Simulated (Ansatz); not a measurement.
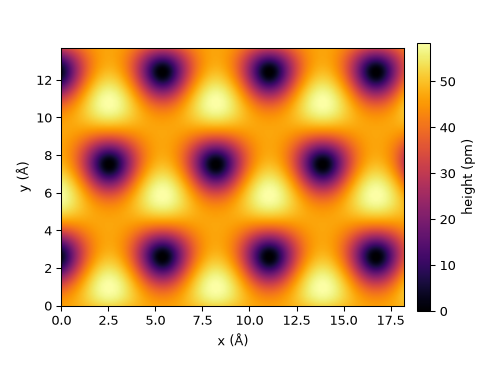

Simulated STM image (constant-current image at a set point of 1.1 × 10⁻⁴ e/Å³, sample bias +0.25 V).

Model: Tersoff–Hamann, s-wave tip, no tip–sample forces. Bias windows are sharp sums over the levels of the k mesh.

> Read the surface lattice from the image: type, spacings and angle.

The pattern repeats on a hexagonal lattice with shortest vectors of 5.7 Å at 60° (or 120°), a cell of 28.1 Å², with 2 maxima above 60 % of the range in each cell.

The surface:

Mo(111) (Fm-3m bulk, 4 atomic planes (those closer than 0.6 Å count as one), 7 Å) with one Mo vacancy in a 2 × 2 cell. The brightest spots lie over points 1.5 Å to the side of the top Mo atoms, with weaker maxima over the sites above the Mo atoms 2.1 Å below the top plane away from the vacancy; the darkest points are over the vacancy.

Theory: Ansatz, DFT PBE, scalar-relativistic, plane waves, PAW. Cutoff 420 eV, 12 × 12 k-points, Gaussian smearing 0.1 eV, dipole correction. The slab is a cut without reconstruction beyond its cell, at the source's lattice constants, with its lower half held fixed and the rest relaxed. The defects repeat every 5.7 Å and interact, so states at the Fermi level and the work function belong to this dense array. This isn't the element's usual bcc form. No spin polarisation. The run warns that the functional's potential is rough in the thin density of the vacuum, where the tip is; weak contrasts and barriers may feel it.
